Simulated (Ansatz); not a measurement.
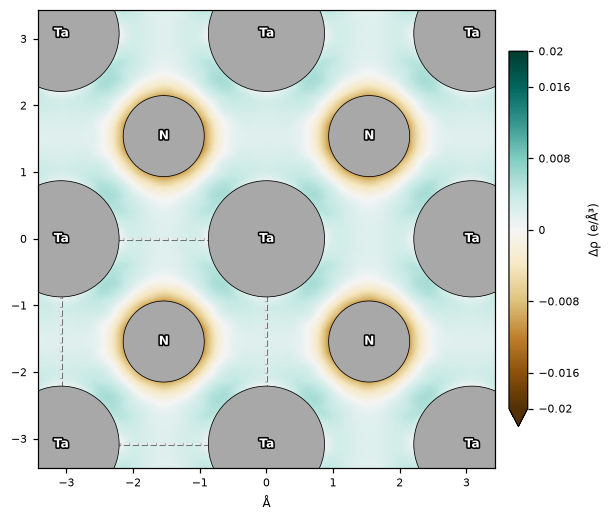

TaN. Difference of the valence pseudo-densities of two functionals at the same geometry, on the (101) plane of the calculation cell: one of PBE and PBEsol less the other.

Space group Fm-3m; the program warned that a starting moment wasn't kept; spin-polarised, but the moments vanished.

Both computed with Ansatz (plane waves, PAW), on the same k-point mesh. Grey discs cover the atomic cores.

Q: Which was subtracted from which, and what does the map show?

A: It is PBEsol less PBE. Against PBE, PBEsol gives less density around N (−0.004 e/Å³ on average at 0.8 Å from the nucleus) and a change of +0.005 e/Å³ at the midpoint of Ta–N.
